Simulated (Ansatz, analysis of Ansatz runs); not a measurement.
# Neutral bond-centred H (muonium) in Ge: hyperfine coupling against experiment, part 2 of 2

Subject: neutral bond-centred H (muonium) in Ge. Wanted: its hyperfine coupling, in one set-up (PBE, 64-site cell, measured lattice, 420 eV, k: the single point 1/4 1/4 1/4 then 2x2x2 shifted 0.5 0.5 0.5). The model is a cell of 64 host atoms with 1 H put in. The isotropic coupling follows from the spin density at the nucleus, the nuclear g-factor and the total spin. The measured lattice removes the functional's error in the volume.

Ansatz 0.2.0; PBE, 64-site cell, measured lattice, 420 eV, k: the single point 1/4 1/4 1/4 then 2x2x2 shifted 0.5 0.5 0.5.

So far: Starting point; Relaxation, charge 0.

### Step 2. Relaxation, charge 0 (continued)

Level of this step: plane-wave PAW DFT, PBE; relaxation of all atoms of a defect supercell (Ansatz).

Relaxation path:

| step | energy less that of the first step (eV) | largest force component (eV/Å) |
| --- | --- | --- |
| 1 | 0.0000 | 1.0474 |
| 2 | -0.4713 | 0.2597 |
| 3 | -0.4899 | 0.0399 |
| 4 | -0.4913 | 0.0189 |
| 5 | -0.4925 | 0.0120 |
| 6 | -0.4933 | 0.0068 |
| 7 | -0.4936 | 0.0054 |

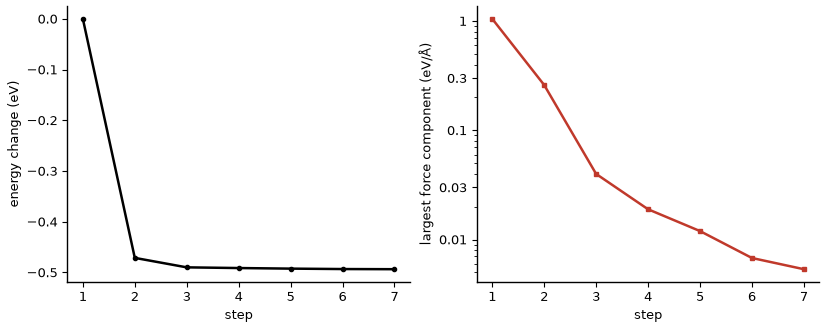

Energy and largest force along the relaxation.

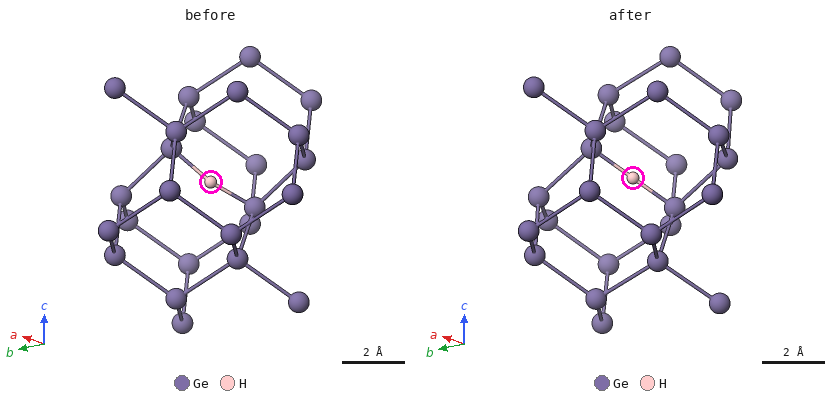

Before and after: the atoms that start within 5 Å of the centre. H65, which moves most, is ringed if it is among them.

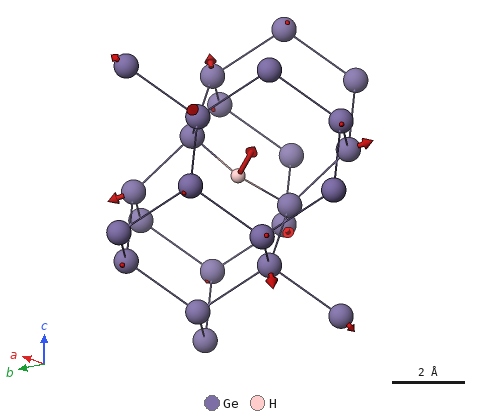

Displacements in the relaxation from the typed sites near the centre, exaggerated; the longest in the cell stands for 0.24 Å.

The atoms that moved most (Å, from the sites as typed, ahead of the random displacement):

| atom | dx | dy | dz | length |
| --- | --- | --- | --- | --- |
| H65 | 0.118 | -0.195 | 0.077 | 0.241 |
| Ge6 | -0.063 | 0.036 | -0.062 | 0.096 |
| Ge27 | -0.036 | 0.064 | 0.060 | 0.095 |
| Ge49 | 0.058 | 0.063 | -0.035 | 0.093 |
| Ge5 | -0.060 | -0.056 | 0.034 | 0.089 |
| Ge7 | 0.034 | -0.055 | -0.060 | 0.088 |
| Ge42 | 0.056 | -0.033 | 0.056 | 0.086 |
| Ge2 | -0.038 | -0.015 | -0.037 | 0.056 |

Neighbours of H65 at the end:

| atom | distance (Å) |
| --- | --- |
| Ge8 | 1.668 |
| Ge4 | 1.668 |
| Ge6 | 3.171 |
| Ge49 | 3.172 |
| Ge27 | 3.172 |
| Ge5 | 3.173 |
| Ge7 | 3.174 |
| Ge42 | 3.174 |

Numbers from this step:

| Property | Result |
| --- | --- |
| free energy | -274891.9914 eV |
| total moment | 1 μB |
| integral of the absolute spin density | 1.127 μB |
| spin contamination | 6.23e-4 |

The relaxation ends 7.6 meV an atom lower than the displaced start, with a largest force component of 0.0054 eV/Å.

### Step 3. Contact spin densities

The relaxed structure is kept, and the final numbers are taken at the final level and k-points.

This step: plane-wave PAW DFT, PBE; single point of a defect supercell.

point/input.yaml

```yaml
crystal:
  lattice:
    - [11.31564, 0.0, 0.0]
    - [0.0, 11.31564, 0.0]
    - [0.0, 0.0, 11.31564]
  atoms:
    - { symbol: Ge, position: [-0.003191798, -0.002708739, 0.248514054] }
    - { symbol: Ge, position: [-0.003472598, 0.248618127, -0.003205149] }
[... 1 atom line left out ...]
    - { symbol: Ge, position: [0.22713077, 0.227646418, 0.227347459] }
    - { symbol: Ge, position: [0.119578992, 0.120028542, 0.378100341] }
    - { symbol: Ge, position: [0.119290901, 0.378127366, 0.11957988] }
    - { symbol: Ge, position: [0.377926924, 0.120082824, 0.119806845] }
    - { symbol: Ge, position: [0.397254618, 0.397881382, 0.397574034] }
[... 8 atom lines left out ...]
    - { symbol: Ge, position: [-0.001364026, 0.500271325, 0.250606376] }
[... 3 atom lines left out ...]
    - { symbol: Ge, position: [0.124655304, 0.626368318, 0.374328084] }
[... 1 atom line left out ...]
    - { symbol: Ge, position: [0.374090151, 0.626334337, 0.124937787] }
[... 3 atom lines left out ...]
    - { symbol: Ge, position: [0.246748459, 0.505664809, 0.505351777] }
[... 14 atom lines left out ...]
    - { symbol: Ge, position: [0.504811415, 0.247061557, 0.505074758] }
[... 6 atom lines left out ...]
    - { symbol: Ge, position: [0.505052534, 0.505552251, 0.247008287] }
[... 15 atom lines left out ...]
    - { symbol: H, position: [0.311982616, 0.313141842, 0.312336595] }
basis:
  ecutwfc: 420
  xc_grid: 2
hamiltonian:
  xc: pbe
kpoints:
  mp_grid: { grid: [2, 2, 2], shift: [0.5, 0.5, 0.5] }
magnetization:
  spin_polarized: true
  initial_magnetization: 1
  spin_locking: { lock_magnetization: hard }
scf:
  occupations: { method: fermi_dirac, width: 0.01 }
  max_iter: 120
output:
  forces: true
  efg: {}
  eigenvalues: true
checkpoint:
  read: "../relax.run"
```

Command:

```
> ansatz run input.yaml --threads 8 --pin off --max-ram 14131MiB --backend cpu --events-out ev --progress --plain --runs-dir out
```

Numbers of over 12 decimals in the logs are rounded to 6 here.

The log of the run:

```text
[...]
Crystal: 65 atoms, lattice volume = 1448.897 Å³
Basis set: ecut = 420 eV, 28353 PW (Γ), exchange–correlation on 160×160×160 points (8 copies of the dense FFT grid, shifted against one another)
Bands: 539, of which v1, the nominal top of the filled ones, is band 449 counted from 1 (448 counted from 0)
Symmetry: 1 space group operations
[...]
k-points: 4 of 8 (time reversal used)
[...]
Stability of the state it starts from, as read at its close in the collinear treatment: not read negative (Ritz values of 1 − χ₀K, real part plus size of imaginary part, from 1.1 to 1.2, by its mixing steps under no symmetry); [...]
Starting moments: Σ|m| = 1 μB on 65 of 65 sites; this step starts from the density that it was given
[...]
atom   7  Ge V_zz =    +2.031482   η = 0.1135   by run symmetry: allowed
[...]
atom   8  Ge V_zz =   +15.473812   η = 0.0015   by run symmetry: allowed
[...]
atom  21  Ge V_zz =    +0.950183   η = 0.8047   by run symmetry: allowed
[...]
atom  27  Ge V_zz =    +2.049975   η = 0.1537   by run symmetry: allowed
[...]
atom  42  Ge V_zz =    +2.015516   η = 0.1066   by run symmetry: allowed
[...]
atom  49  Ge V_zz =    +2.032306   η = 0.1495   by run symmetry: allowed
[...]
atom  65  H  V_zz =    +1.655446   η = 0.0000   by run symmetry: allowed
[...]
--- Band table (eV; the first three rows and the last of 8) ---
[...]
[... further k-points left out ...]
[key lines of the parts left out:]
SCF converged after 9 iterations
Magnetization: 1.0000 μB (449.0000 up, 448.0000 down)
Free energy (F): -274892.049411 eV
Fermi energy:    8.815388 (↑ 8.990548, ↓ 8.521164) eV
```

Elapsed: 3.7 min, on 8 threads of Arm Neoverse V2, shared host; peak memory 8.8 GiB; 29 min of CPU time.

This step gave:

| Property | Result |
| --- | --- |
| free energy | -274892.0494 eV |
| total moment | 1.000 μB |
| integral of the absolute spin density | 1.013 μB |
| spin contamination | 3.13e-4 |

The atoms' spheres hold 0.43 of the 1 μB, none over 0.01 μB.

Isotropic hyperfine couplings from the contact spin densities (Fermi contact term with core polarisation, no dipolar part), the largest:

| atom | isotope | distance from the centre (Å) | contact spin density (e/Å³) | A (MHz) |
| --- | --- | --- | --- | --- |
| Ge8 | 73Ge | 1.69 | 1.74 | -40.4 |
| Ge4 | 73Ge | 1.69 | 1.74 | -40.3 |
| Ge32 | 73Ge | 7.15 | 1.27 | -29.5 |
| Ge44 | 73Ge | 7.21 | 1.27 | -29.4 |
| Ge56 | 73Ge | 7.11 | 1.27 | -29.4 |
| Ge28 | 73Ge | 6.95 | 1.27 | -29.4 |
| Ge52 | 73Ge | 6.99 | 1.27 | -29.4 |
| Ge48 | 73Ge | 6.89 | 1.27 | -29.4 |
| Ge3 | 73Ge | 5.17 | 1.16 | -26.8 |
| Ge46 | 73Ge | 5.21 | 1.16 | -26.8 |

### Step 4. Outcome

| Property | Result |
| --- | --- |
| 1H (muon value / 3.1833) | -8.6 MHz |
| integral of the absolute spin density | 1.01 μB |
| time of the whole chain | 8.4 min on 8 threads |

What this shows: 1H (muon value / 3.1833): computed -8.6 MHz, measured -30.31 MHz (muon value divided by the ratio of moments 3.1833; muon (Mu, light H isotope)); 21.7 MHz (72 %) smaller in size than the measurement. The spin is not held on one site here (at most 0.01 μB on an atom), so the state computed is not the localised centre that was measured. Only the isotropic (Fermi contact) part is computed, with core polarisation; no vibrational averaging.

[Logs are printed without paths, hosts, clocks, repeated set-up lines and the standing remarks that a program may print on its own settings, such as how far it seeks lower states.]

[Hosts, paths, dates, database ids (printed as entryN), source tags and the programs' standing remarks are cut or masked in the printed files.]

[For some hosts the program warned that the k-mesh of the response run may be too coarse for force constants and the static dielectric constant; such warnings are not shown here.]
